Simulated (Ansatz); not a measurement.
# Run report: Hf$_{5}$O$_{9}$ (charge +2), single-point calculation

Hf$_{5}$O$_{9}$ (defect cell, 14 atoms in the cell, total charge +2), computed with DFT PBE, scalar-relativistic, plane waves, PAW, PAW set soft_1, no spin polarisation (Ansatz 0.2.0).

The structure derives from an entry of the Crystallography Open Database. Figures and captions count atoms from 1; the log counts them from 0 in places.

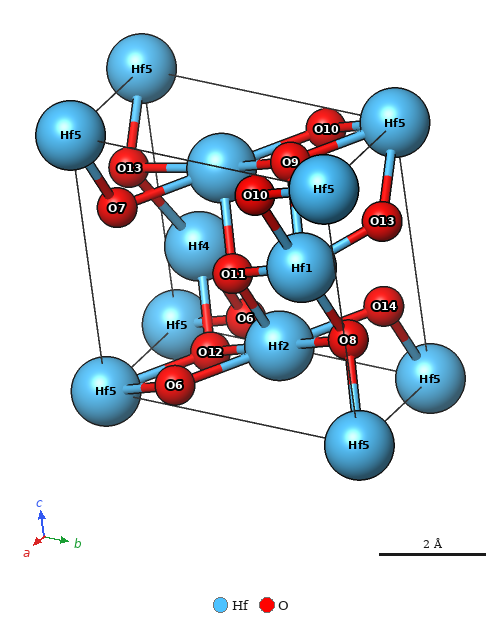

The input geometry (ball-and-stick view of the cell of the calculation, seen slightly off an axis; atoms are numbered from 1 in the order of the input). An atom can appear more than once, as a periodic image.

Key numbers:

```csv
quantity,value
outcome,converged
electrons treated,182
free energy,−83769.5863 eV
Fermi energy,14.472 eV
gap on the k-point mesh,0.43 eV
pressure,8.51 GPa
largest force (length of the vector),8.966 eV/Å
hardware,"4 threads of Arm Neoverse V1, 24 GiB of memory available, shared host"
wall time,40 s (CPU time 2.6 min)
peak memory,0.9 GiB
```

The cell is charged and computed with a neutralising background, so its energy and pressure depend on the cell and aren't those of a real crystal. Spin–orbit coupling is left out, which matters for Hf.

The input:
```yaml
crystal:
  lattice:
    - [-5.0981362878, 0.0, 0.0]
    - [-2.5490681439, 5.0981362878, -2.5490681439]
    - [-2.5490681439, -2.5490681439, -5.0981362878]
  atoms:
    - { symbol: Hf, position: [0.8, 0.8, 0.6] }
    - { symbol: Hf, position: [0.6, 0.6, 0.2] }
    - { symbol: Hf, position: [0.4, 0.4, 0.8] }
    - { symbol: Hf, position: [0.2, 0.2, 0.4] }
    - { symbol: Hf, position: [1.0, 0.0, 1.0] }
    - { symbol: O, position: [0.05, 0.3, 0.1] }
    - { symbol: O, position: [0.85, 0.1, 0.7] }
    - { symbol: O, position: [0.65, 0.9, 0.3] }
    - { symbol: O, position: [0.45, 0.7, 0.9] }
    - { symbol: O, position: [0.95, 0.7, 0.9] }
    - { symbol: O, position: [0.75, 0.5, 0.5] }
    - { symbol: O, position: [0.55, 0.3, 0.1] }
    - { symbol: O, position: [0.4320468321, 0.03332, 0.73334] }
    - { symbol: O, position: [0.15, 0.9, 0.3] }
total_charge: 2
basis:
  ecutwfc: 420
kpoints:
  mp_grid: { grid: [4, 4, 4] }
hamiltonian:
  xc: pbe
  pseudopotentials: { kind: paw, azcp: { folder: soft_1 } }
scf:
  occupations: { method: gaussian, width: 0.05 }
output:
  forces: true
  stress: true
  eigenvalues: true
  write_density: true
  write_potential: true
  elf: true
  volumetric_format: npy
```

Launched with:
```bash
ansatz run input.yaml --threads 4 --pin off --max-ram 8192MiB --backend cpu --events-out ev --progress --plain --runs-dir out
```

What the program printed:
```
Engine: ansatz 0.2.0, aarch64-unknown-linux-gnu
Pseudopotentials: kind: paw
Pseudopotential: Hf, paw, valence charge 26, recommended cutoff 420 eV (normal), [file]
Pseudopotential: O, paw, valence charge 6, recommended cutoff 420 eV (normal), [file]
Functional definition: PBE
  parameter kappa = 0.804
  parameter beta = 0.06672455060314922
  exchange = pbe_x(kappa = kappa, mu = beta*pi^2/3)
  correlation = pbe_c(beta = beta)
Crystal: 14 atoms, lattice volume = 165.632 Å³
Basis set: ecut = 420 eV, 3269 PW (Γ), exchange–correlation on 72×90×90 points (8 copies of the dense FFT grid, shifted against one another)
Bands: 110, of which v1, the nominal top of the filled ones, is band 91 counted from 1 (90 counted from 0)
Symmetry: 1 space group operations
Space group: P1 (ITA 1), of the structure as read, at distance tolerance 5.5e-5 Å
k-points: 36 of 64 (time reversal used)
Non-local potential: Hf, projectors of the file, l = 0: 3, l = 1: 2, l = 2: 2, l = 3: 3
Non-local potential: O, projectors of the file, l = 0: 2, l = 1: 2, l = 2: 1
PAW form: soft (Blöchl's): semilocal exchange-correlation on the pseudo side does not see the compensation charge
PAW one-centre angular grid: Hf, 590 points (default); XC on 64 Gauss nodes
PAW one-centre angular grid: O, 110 points (default); XC on 64 Gauss nodes
Initial density: superposition of atomic densities (chi_scale 0.1, normalization cell, long waves kept (reshape's long-wave potential 0.11 eV rms))
Initial wavefunctions: pseudopotential atomic-orbital guess
Functional: x = pbe(κ = 0.804, μ = 0.2195149727645171), c = pbe(β = 0.06672455060314922)
SCF iter   1: F=—  HF=-83781.146624 eV  |F-HF|=—  |Δ(HF+E_count)|=         —  Δρ=1.39e-1  dr2=2.87e1  ethr=3.10e-3  ⟨swp⟩=5.8  Hψ=11912  notcnv=0  defer=247
preconditioner: auto → Resta (q_TF=auto, 2.771 Å⁻¹)  ε∞=4.6  [insulator: Δε(μ)=0.751 eV  Ē_g=19.945 eV  σ=0.050 eV  W_gap=1.00  n_scr=62 (ndim 8)  ℏωp=37.8 eV  f_vac=0.002  D(μ)=0.00/eV (n_scr^D=0)  ε∞_Penn≈4.6]
SCF iter   2: F=—  HF=-83772.421371 eV  |F-HF|=—  |Δ(HF+E_count)|=    8.73e0  Δρ=5.91e-2  dr2=6.25e0  ethr=3.10e-3  ⟨swp⟩=3.0  Hψ=8206  notcnv=0  defer=502
SCF iter   3: F=—  HF=-83769.894806 eV  |F-HF|=—  |Δ(HF+E_count)|=    2.53e0  Δρ=2.01e-2  dr2=8.99e-1  ethr=3.10e-3  ⟨swp⟩=2.6  Hψ=6948  notcnv=0  defer=502
SCF iter   4: F=—  HF=-83769.486170 eV  |F-HF|=—  |Δ(HF+E_count)|=   4.09e-1  Δρ=1.09e-2  dr2=1.66e-1  ethr=4.94e-4  ⟨swp⟩=3.0  Hψ=7098  notcnv=0  defer=502
SCF iter   5: F=—  HF=-83769.582655 eV  |F-HF|=—  |Δ(HF+E_count)|=   9.65e-2  Δρ=3.57e-3  dr2=2.74e-2  ethr=9.13e-5  ⟨swp⟩=2.3  Hψ=6937  notcnv=0  defer=502
SCF iter   6: F=—  HF=-83769.582757 eV  |F-HF|=—  |Δ(HF+E_count)|=   1.02e-4  Δρ=1.12e-3  dr2=2.59e-3  ethr=1.50e-5  ⟨swp⟩=2.1  Hψ=5772  notcnv=0  defer=502
SCF iter   7: F=—  HF=-83769.586623 eV  |F-HF|=—  |Δ(HF+E_count)|=   3.87e-3  Δρ=6.47e-4  dr2=5.51e-4  ethr=1.42e-6  ⟨swp⟩=2.1  Hψ=6795  notcnv=0  defer=502
SCF iter   8: F=—  HF=-83769.586436 eV  |F-HF|=—  |Δ(HF+E_count)|=   1.87e-4  Δρ=3.05e-4  dr2=1.46e-4  ethr=3.03e-7  ⟨swp⟩=3.1  Hψ=7658  notcnv=0  defer=502
SCF iter   9: F=—  HF=-83769.586520 eV  |F-HF|=—  |Δ(HF+E_count)|=   8.47e-5  Δρ=7.21e-5  dr2=7.80e-6  ethr=8.04e-8  ⟨swp⟩=2.0  Hψ=6734  notcnv=0  defer=502
SCF iter  10: F=—  HF=-83769.586289 eV  |F-HF|=—  |Δ(HF+E_count)|=   2.31e-4  Δρ=2.49e-5  dr2=9.43e-7  ethr=4.29e-9  ⟨swp⟩=2.0  Hψ=7126  notcnv=0  defer=502
SCF iter  11: F=—  HF=-83769.586290 eV  |F-HF|=—  |Δ(HF+E_count)|=   1.00e-6  Δρ=8.91e-6  dr2=1.19e-7  ethr=5.18e-10  ⟨swp⟩=2.2  Hψ=6695  notcnv=0  defer=502
SCF iter  12: F=-83769.586290 eV  HF=-83769.586290 eV  |F-HF|=9.40e-9  |Δ(HF+E_count)|=   7.79e-9  Δρ=4.00e-6  dr2=2.56e-8  ethr=5.49e-11  ⟨swp⟩=21.8  Hψ=44602  notcnv=0
SCF 1 converged in 12 iterations: F = -83769.586290 eV  dr2 = 2.56e-8
  Residual-converged pass: ⟨swp⟩=1.0  Hψ=4104  notcnv=0  max |occ|·‖R‖ = 7.0e-9 eV (tolerance 1.0e-8 eV)  dr2=2.56e-8  dr2_onsite=2.12e-8  max |Δocc| = 2.6e-19
  greatest PAW one-centre occupation: 0.999 electrons in one spin orbital (limit 2), on the Hf atom at site 4 (counted from 0), in its partial waves of l = 0
```

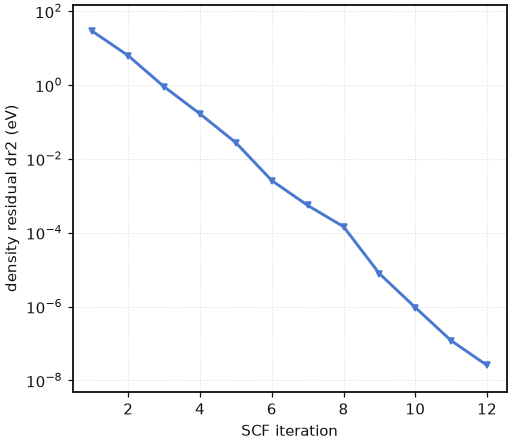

Convergence of the self-consistent field: density residual dr2 against the SCF iteration. The residual falls at every step.

```
SCF converged after 12 iterations
Free energy (F): -83769.586290 eV
Harris-Foulkes:  -83769.586290 eV  (|F-HF|=9.40e-9)
Internal energy: -83769.586290 eV  (E = F + TS)
E sigma→0 (E₀):  -83769.586290 eV
Fermi energy:    14.472246 eV
--- Per-component energies (eV) ---
  E_band       = -163.148628
  E_kinetic    = 3496.328272
  E_local      = -35729.546689  (includes V_loc(G=0)·N_el)
  E_nonlocal   = 780.159219
  E_hartree    = 17014.832967
  E_xc         = -1952.813932
  E_vxc        = -2065.107004  (∫ρ·V_xc dr)
  E_paw        = -39947.301856  (= ΣΔE_a)
  E_vpaw       = -674.655813  (= ΣTr[D̂ρ^β])
  E_aug_tail   = 0.008016  (compensation charges beyond the density's cutoff)
  E_ewald      = -27431.252287
  E_smearing   = -0.000000  (= −TS)
  E_closure    = -0.000000  (closes the sum)
  E_deformation_potential = 45.180845  (in the stress; not in F)
  Σ components = -83769.586290   (vs F -83769.586290, Δ=0.00e0)
--- Forces (eV/Å), atoms counted from 1 ---
  atom   1  Hf    -0.96216854    -0.69573814     1.36819401
  atom   2  Hf    -1.90484429     2.88550649     2.47298546
  atom   3  Hf    -2.92344079    -2.11669421    -3.08995099
  atom   4  Hf     2.82189896    -2.30351913     3.31137891
  atom   5  Hf     0.00054402    -0.68652325     0.12037410
  atom   6  O     -0.12263553    -0.10778266     0.02456324
  atom   7  O     -2.91379183     0.96476995    -0.17521306
  atom   8  O      0.23236897     0.29276407    -0.12721699
  atom   9  O      0.66861385    -2.60054645     0.20468684
  atom  10  O      0.24503647    -0.78088866     1.71314405
  atom  11  O      0.21668079    -0.31232396     0.22632838
  atom  12  O      0.44795795     0.31839121    -1.86565398
  atom  13  O      4.90941035     6.50479440    -3.73756556
  atom  14  O     -0.71565273    -1.36224719    -0.44606762
  max |Σ_I F_I| component: 3.75e-5 eV/Å
--- Stress (GPa, compression-positive) ---
        8.465071      -0.191116      -3.132116
       -0.191116      10.911143      -2.558254
       -3.132116      -2.558254       6.146867
  P = ⅓ Tr σ = 8.5077 GPa (85.077 kbar)
--- Band table (eV; the first three rows and the last of 36) ---
  k-point 0: bands = ["-47.5219", "-47.3020", "-47.1111", "-46.6191", "-46.3178", "-16.2819", "-16.1401", "-16.0842", "-16.0247", "-15.9353", "-15.8767", "-15.8042", "-15.6840", "-15.6736", "-15.6107", "-15.2936", "-15.2739", "-15.2377", "-14.9863", "-14.9453", "-4.3572", "-3.1097", "-2.9879", "-2.8203", "-2.7809", "-2.4895", "-2.3651", "-2.2194", "-1.6906", "2.5389", "2.5445", "2.5685", "2.5909", "2.5946", "2.6523", "2.6664", "2.7726", "2.7763", "2.7879", "2.8200", "2.8210", "2.8854", "2.8978", "2.9813", "2.9837", "2.9846", "3.0198", "3.0214", "3.0800", "3.1022", "3.5132", "3.5142", "3.5244", "3.5315", "3.5364", "3.5408", "3.5648", "3.8224", "3.8271", "3.8475", "3.8637", "3.8676", "3.9128", "3.9369", "8.7944", "8.8776", "8.9687", "9.1363", "9.1619", "9.3055", "9.4424", "9.6165", "9.6704", "9.8100", "10.1486", "10.7789", "11.0629", "11.1344", "11.3177", "11.9571", "12.1423", "12.3330", "12.5400", "12.8908", "13.0496", "13.1362", "13.2979", "13.3548", "13.5688", "13.6651", "13.9829", "14.6875", "17.3047", "17.7851", "18.0193", "18.2018", "18.4004", "18.8661", "19.2558", "19.2800", "19.3827", "19.8565", "19.9433", "20.2450", "20.5818", "20.8069", "21.0821", "21.1921", "21.4107", "21.6820"]
  k-point 1: bands = ["-47.5218", "-47.3020", "-47.1111", "-46.6191", "-46.3178", "-16.2818", "-16.1436", "-16.0872", "-16.0215", "-15.9281", "-15.8665", "-15.8195", "-15.6949", "-15.6670", "-15.6043", "-15.2922", "-15.2742", "-15.2356", "-14.9818", "-14.9558", "-4.1770", "-3.2673", "-3.0299", "-2.8560", "-2.7637", "-2.4529", "-2.3403", "-2.2051", "-1.7737", "2.5389", "2.5444", "2.5683", "2.5910", "2.5938", "2.6527", "2.6668", "2.7721", "2.7759", "2.7873", "2.8201", "2.8209", "2.8853", "2.8976", "2.9806", "2.9837", "2.9846", "3.0193", "3.0215", "3.0800", "3.0987", "3.5135", "3.5142", "3.5240", "3.5308", "3.5366", "3.5409", "3.5639", "3.8224", "3.8260", "3.8449", "3.8647", "3.8655", "3.9127", "3.9293", "8.2987", "8.9762", "9.1094", "9.1483", "9.2925", "9.3363", "9.5549", "9.6119", "9.8944", "10.1501", "10.4101", "10.5760", "10.9611", "11.1115", "11.3991", "11.7255", "11.9794", "12.3082", "12.4012", "12.7552", "12.8897", "13.0749", "13.2430", "13.4249", "13.6452", "13.7180", "14.0989", "14.8341", "17.3157", "17.6048", "18.0286", "18.3272", "18.5532", "18.9031", "19.2135", "19.2739", "19.4113", "19.7691", "20.0294", "20.3362", "20.4826", "20.8517", "21.0398", "21.3633", "21.6139", "21.7126"]
  k-point 2: bands = ["-47.5218", "-47.3020", "-47.1111", "-46.6191", "-46.3179", "-16.2822", "-16.1487", "-16.0892", "-16.0124", "-15.9194", "-15.8716", "-15.8258", "-15.6897", "-15.6775", "-15.5968", "-15.2885", "-15.2766", "-15.2340", "-14.9792", "-14.9641", "-3.7749", "-3.6824", "-3.0347", "-2.8750", "-2.7643", "-2.4237", "-2.2786", "-2.2003", "-1.8770", "2.5389", "2.5444", "2.5680", "2.5911", "2.5929", "2.6530", "2.6672", "2.7715", "2.7756", "2.7867", "2.8201", "2.8209", "2.8853", "2.8975", "2.9800", "2.9831", "2.9853", "3.0188", "3.0216", "3.0800", "3.0954", "3.5134", "3.5144", "3.5236", "3.5304", "3.5368", "3.5409", "3.5630", "3.8223", "3.8247", "3.8421", "3.8635", "3.8658", "3.9127", "3.9227", "8.0294", "8.8553", "9.0838", "9.2672", "9.5056", "9.5765", "9.7074", "9.7986", "9.8641", "10.2101", "10.6802", "10.8485", "10.8767", "10.9794", "11.2793", "11.3751", "11.7503", "12.0243", "12.3512", "12.7162", "12.8309", "13.0865", "13.2990", "13.5104", "13.6344", "13.7257", "14.2570", "14.9154", "17.3207", "17.4475", "18.1069", "18.4257", "18.6701", "18.9152", "19.1445", "19.2956", "19.4938", "19.7357", "19.9637", "20.2313", "20.5916", "20.9121", "21.1640", "21.3532", "21.6644", "21.7391"]
  k-point 35: bands = ["-47.5218", "-47.3020", "-47.1111", "-46.6191", "-46.3179", "-16.2798", "-16.1300", "-16.1007", "-16.0508", "-15.9224", "-15.8755", "-15.8200", "-15.6763", "-15.6644", "-15.5946", "-15.2920", "-15.2890", "-15.2309", "-14.9805", "-14.9545", "-3.5252", "-3.4234", "-3.2994", "-2.9109", "-2.8118", "-2.4753", "-2.3658", "-2.2310", "-2.0240", "2.5389", "2.5440", "2.5693", "2.5896", "2.5948", "2.6523", "2.6641", "2.7720", "2.7762", "2.7883", "2.8165", "2.8221", "2.8860", "2.8972", "2.9775", "2.9829", "2.9843", "3.0176", "3.0215", "3.0803", "3.0917", "3.5136", "3.5154", "3.5236", "3.5279", "3.5346", "3.5411", "3.5540", "3.8226", "3.8256", "3.8388", "3.8618", "3.8649", "3.9132", "3.9195", "9.0577", "9.2876", "9.3963", "9.4954", "9.5727", "9.8197", "9.9205", "10.0065", "10.0471", "10.3366", "10.4448", "10.8188", "10.9074", "10.9519", "11.1314", "11.5916", "11.6661", "11.7627", "11.9329", "12.3781", "12.4773", "12.6241", "12.8055", "12.8594", "13.2343", "13.3583", "13.6912", "15.5967", "17.3069", "17.7381", "18.0139", "18.6136", "18.6894", "18.8292", "18.9278", "19.2310", "19.4217", "19.5078", "19.8210", "20.2520", "20.8862", "20.9586", "21.0787", "21.4793", "21.5194", "21.9804"]
```

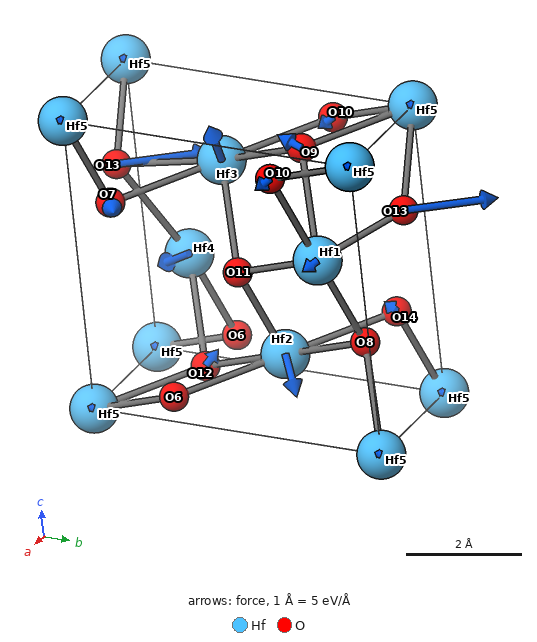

Forces on the atoms as blue arrows (ball-and-stick view of the cell of the calculation, seen slightly off an axis; atoms are numbered from 1 in the order of the input); the smallest are left out. The largest act on O13 (8.97 eV/Å); Hf4 (4.92 eV/Å); Hf3 (4.75 eV/Å); Hf2 (4.25 eV/Å), among others. The geometry is not a stationary point of this energy.

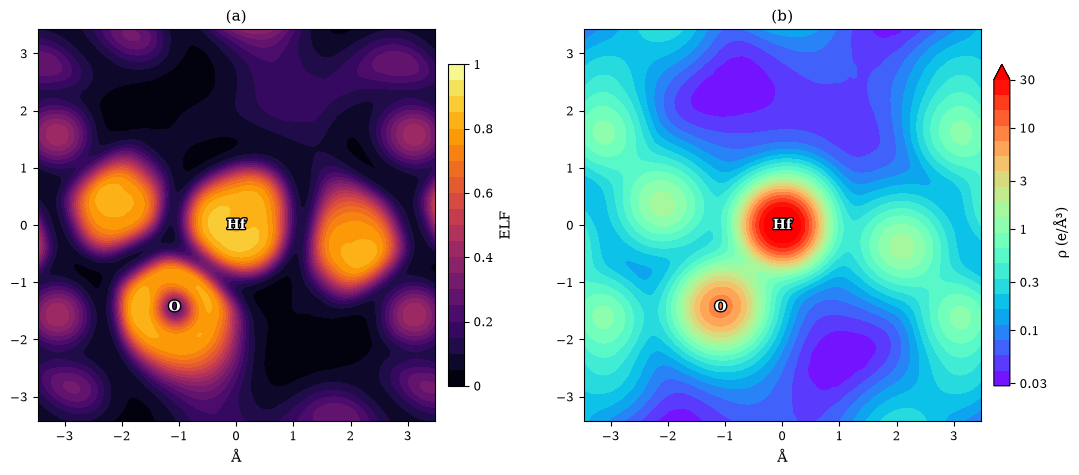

(a) electron localisation function; (b) valence pseudo-density on the (111) plane of the calculation cell. Hf–O (1.80 Å): the density is about 1.4 e/Å³ at the midpoint; the ELF peaks at about 0.80 in the valence shell of O, 0.5 Å from its nucleus, and drops to about 0.30 between the two atoms. Away from the nuclei the density in this plane falls to 0.03 e/Å³ at its lowest. The strong features right at Hf lie inside the PAW spheres (semicore, d or f shells) and say nothing about bonding. Core electrons are frozen (PAW), so the fields are smoothed inside the atomic spheres.

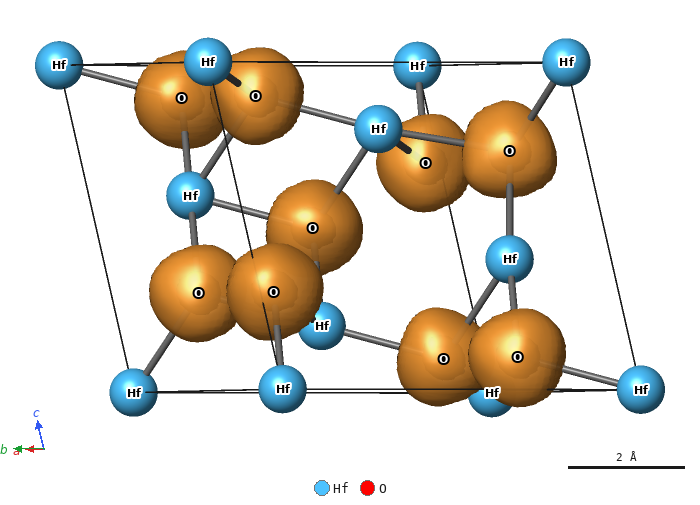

Isosurface of the electron localisation function at 0.7 (orange), seen at an oblique angle. Core shells and regions of very low density are left out. Sticks mark near contacts. The outline is the calculation cell. Along the contacts the grid gives the following. Hf–O (1.80 Å): the ELF peaks at about 0.80 in the valence shell of O, 0.5 Å from its nucleus, and drops to about 0.30 between the two atoms.
